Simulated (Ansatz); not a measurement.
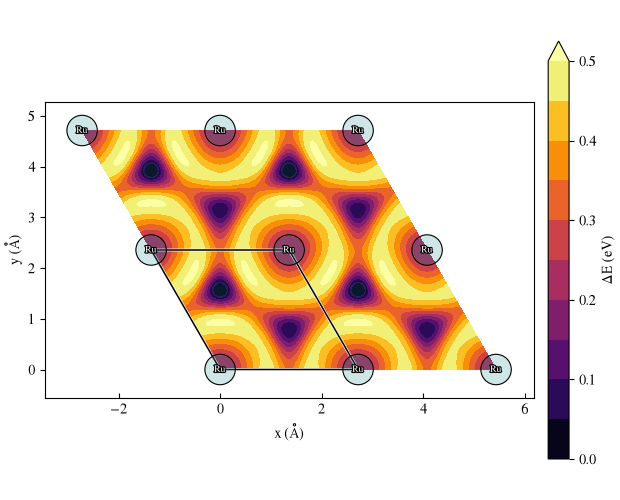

S on a Ru(001) slab cut from the P6_3/mmc phase, its upper half relaxed before the scan (4 atoms of substrate and one adsorbate in a 1 × 1 cell). 
- S is moved over the surface cell; relaxed at each place: the height of the adsorbate's atoms; substrate rigid; the origin of the map has the adsorbate above Ru4.
- Places are given modulo a cell vector. The map is drawn in real space over the plane of the surface.
- The grid has 6 × 6 points; 10 points were computed and 26 follow by symmetry.
- Energies: eV, counted from the lowest grid point.
- With one adsorbate in each 1 × 1 cell, its nearest image is 2.7 Å away, so neighbouring adsorbates interact.
- Theory: Ansatz 0.2.0, DFT PBE, scalar-relativistic, plane waves, PAW. Settings: cutoff 420 eV, k-mesh 12×12×1, gaussian smearing 0.1 eV, no spin polarisation.

In the figure: filled contours, labelled circles for the atoms of the top layer and small ones for the second layer, the outline of one cell of the 2 × 2 shown, one colour for all values above the top of the scale. Between grid points the surface is interpolated.

The lowest grid point is at a threefold hollow over a second-layer Ru atom, (2/6, 4/6) of the cell vectors. There are further wells near a threefold hollow, (4/6, 2/6) of the cell vectors (0.049 eV above the lowest at that grid point); the top site over a surface Ru atom, (0/6, 0/6) of the cell vectors (0.201 eV above the lowest at that grid point). The highest grid point, (0/6, 2/6) of the cell vectors [nearest 1 Ru at 2.35 Å], lies 0.481 eV above the lowest. On the interpolated surface the easiest way out of the lowest well to the well at a threefold hollow, (4/6, 2/6) of the cell vectors passes a barrier of about 0.34 eV. At the lowest point the adsorbate has 3 Ru at 2.37 Å as nearest neighbours, at the highest 1 Ru at 2.35 Å. Its relaxed height above the top atom is 1.77 Å at the lowest and 2.17 Å at the highest point.

S is replaced by Si; all else is set up alike.

What does this change do to the map?

Answer. The lowest place stays at a threefold hollow over a second-layer Ru atom, (2/6, 4/6) of the cell vectors. The highest place moves from (0/6, 2/6) of the cell vectors [nearest 1 Ru at 2.35 Å] to the top site over a surface Ru atom, (0/6, 0/6) of the cell vectors. The span from the lowest to the highest grid point grows from 0.481 to 0.542 eV. The easiest pass out of the lowest well goes from about 0.34 to about 0.12 eV on the interpolated surfaces. Higher wells of the new map: a threefold hollow, (4/6, 2/6) of the cell vectors, 0.033 eV up (that grid point lay 0.049 eV up before). In the new map: at the lowest point the adsorbate has 3 Ru at 2.57 Å as nearest neighbours, at the highest 1 Ru at 2.42 Å. Its relaxed height above the top atom is 2.03 Å at the lowest and 2.42 Å at the highest point.

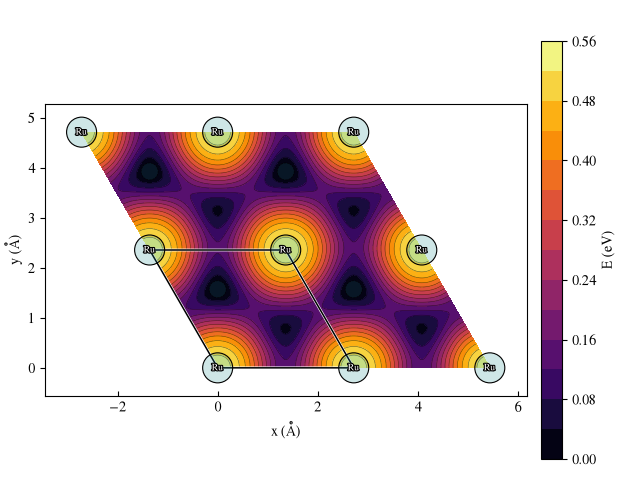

The map after the change, on a colour scale of its own. Drawn: filled contours, labelled circles for the atoms of the top layer and small ones for the second layer, the outline of one cell of the 2 × 2 shown. Between grid points the surface is interpolated.

PAW datasets: the set soft_1.
